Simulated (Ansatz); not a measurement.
## TiO₂: geometry relaxation (part 4 of 4)

The same run, continued: TiO₂ (slab, 36 atoms in the cell); DFT PBE+D3(BJ), scalar-relativistic, plane waves, PAW, no spin polarisation (Ansatz 0.2.0); cutoff 420 eV, 4×5×1 k-mesh, Gaussian smearing of 0.05 eV. The structure derives from an entry of the Crystallography Open Database. The input holds or restrains some coordinates. Forces given for the steps count only the free coordinates.

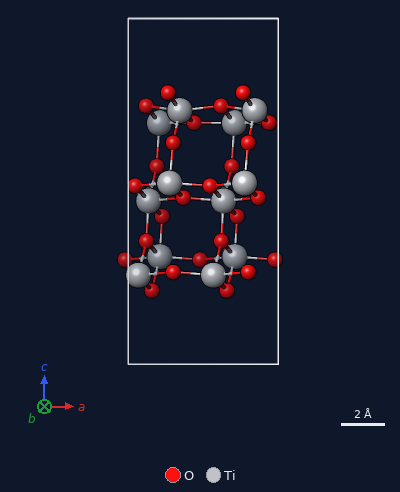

**Figure 1.** The geometry at step 9 of the log (ball-and-stick view of the cell of the calculation, with the vacuum cut short, along the b axis).

## Key numbers

| quantity | value |
| --- | --- |
| outcome | converged under the restraints of the input |
| electrons treated | 288 |
| free energy | −43667.3854 eV |
| work function, top face | 6.29 eV |
| work function, bottom face | 5.70 eV |
| Fermi energy | −0.231 eV |
| gap on the k-point mesh | 2.00 eV |
| final volume | 1028.80 Å³ |
| work function (upper face) | 6.29 eV |
| largest force (length of the vector) at the end, held atoms and coordinates included | 4.184 eV/Å |
| hardware | 8 threads of Arm Neoverse N1, 98 GiB of memory available, shared host |
| wall time | 13 min (CPU time 1.7 h) |
| peak memory | 6.5 GiB |

## Remarks

The program warns: the exchange-correlation potential is rough where the density is thin.
